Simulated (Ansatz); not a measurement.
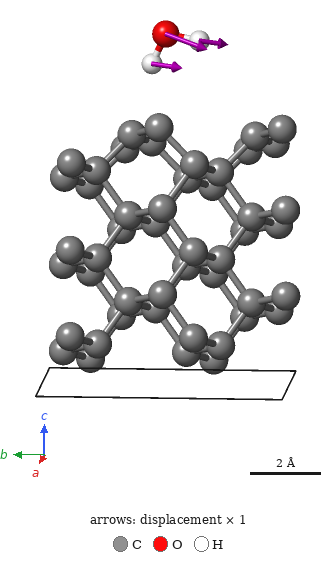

A constrained relaxation of a slab of composition H$_{2}$C$_{48}$O (cut from the Fd-3m phase). The starting structure is drawn; purple arrows show the displacements, at their true length.

The picture is a ball-and-stick view of the cell of the calculation, outlined in the plane, without the vacuum (origin shifted), seen from a free direction.

Case: 1 H2O a cell, tilted, over a top C site. The slab is the (1 1 0) face of C with H2O on it. 24 atoms are held fixed.

All numbers below come from DFT PBE+D3(BJ), scalar-relativistic, plane waves, PAW in Ansatz 0.2.0. Set-up: plane-wave cutoff 420 eV; k-point mesh 3 × 2 × 1; occupations gaussian; smearing width 0.05 eV; no spin polarisation; dipole correction; atoms relaxed in a fixed cell; force threshold 0.04 eV/Å; at most 100 steps.

**Atoms of which element are displaced furthest, and by how much?**

Oxygen: up to 1.41 Å, against 1.01 Å for hydrogen.

**What happened in the run?**

The atom that moves furthest is the O atom (1.41 Å at 67° to the normal (−c side)). By element the largest moves are O 1.41 Å, H 1.01 Å, C 0.02 Å. The lattice vectors keep their values. Some distances before and after: H–O 0.990 → 0.971 Å, C–C 1.479 → 1.489 Å. After 17 accepted moves (22 points after the start) the energy has fallen by 0.156 eV per cell of the calculation. The largest force component goes from 0.88 to 0.0062 eV/Å. The line search rejected the trial steps at points 4, 11, 16, 18 of the run. 1 step only repeated the SCF at the same geometry. The run took 5.7 min on 4 threads of Intel(R) Xeon(R) 6975P-C (Granite Rapids), with other jobs on the host, peak memory 2.3 GiB.

Limits of the set-up: the k-point mesh is coarse for a cell with partly filled bands; the periodic images lie only 5.0 Å apart, so the values are limited by the cell's size.
